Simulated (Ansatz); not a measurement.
```yaml
crystal:
  lattice:
    - [3.46315, 0.00000, 0.00000]
    - [0.00000, 3.46315, 0.00000]
    - [0.00000, 0.00000, 3.46315]
  atoms:
    - { symbol: Ni, position: [0.00000, 0.00000, 0.00000] }
    - { symbol: Ni, position: [0.50000, 0.50000, 0.00000] }
    - { symbol: Ni, position: [0.50000, 0.00000, 0.50000] }
    - { symbol: Ni, position: [0.00000, 0.50000, 0.50000] }
```

Space group Fm-3m; spin-polarised.

Computed with DFT PBEsol, scalar-relativistic, plane waves, PAW in Ansatz 0.2.0.

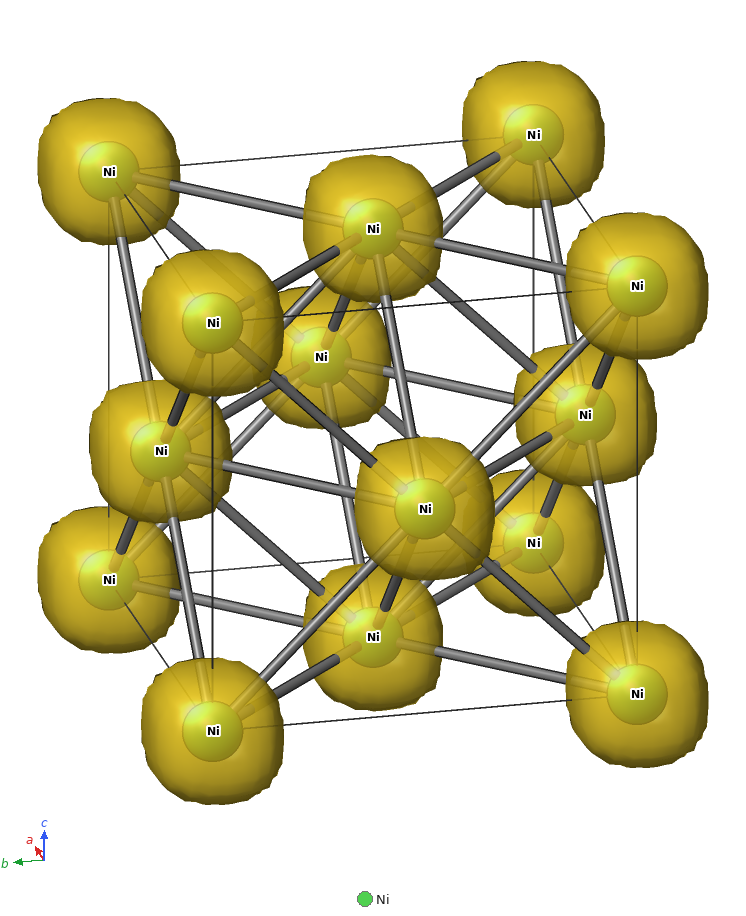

Ni. Isosurface of the magnetisation density (up minus down) at +0.2 e/Å³ (yellow), seen at an oblique angle. Sticks mark near contacts.

In a PAW calculation such maps are meaningful between the atoms, not at the nuclei.

> Which atoms carry the moments, and with what signs?

The spin density sits on Ni: +0.7 μB (×4) in one cell of 4 atoms: parallel main moments, as they must be, since the calculation's own cell holds one magnetic site. The cell of the calculation (1 atoms) carries 0.6 μB of net spin moment.
